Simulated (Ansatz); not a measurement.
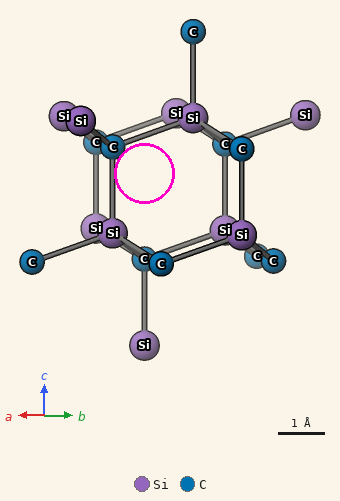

Perfect SiC. Style: ball-and-stick. Shown: the atoms within 3.8 Å of one point, from a free direction.

Level of theory: DFT, PBEsol, PAW, plane waves (Ansatz). Settings: plane-wave cutoff 420 eV; k-point mesh 1 × 1 × 1; mesh shifted by (0.25, 0.25, 0.25); collinear spin. Fermi-Dirac smearing of 0.01 eV. A uniform background neutralises the charged cell. The axes drawn are those of the host's conventional cell.

An extra carbon atom is put between the host's atoms (an interstitial) at the ringed place, in charge state +2. The supercell has 192 sites, and the atoms are relaxed at the host's cell.

Q: Predict the relaxed surroundings of the defect.

A: The C atom starts with 4 C at 1.88 to 1.89 Å, 6 Si at 2.18 Å around its place and ends with 3 C at 1.63 Å. Of the host's atoms, a carbon atom moves furthest from its site, by 0.21 Å. The C atom itself moves 0.85 Å from where it was put. The cell ends without a net magnetic moment.

The relaxed defect, seen from the same direction:

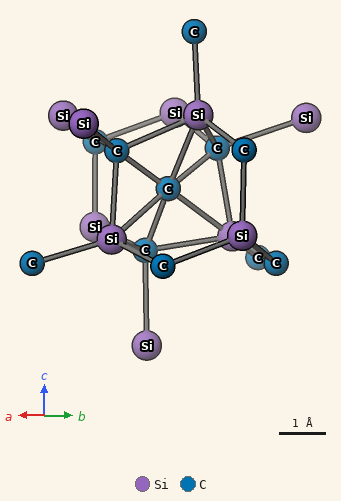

Limits of the set-up: the cell is charged, on a uniform background, and energies carry no finite-size correction.
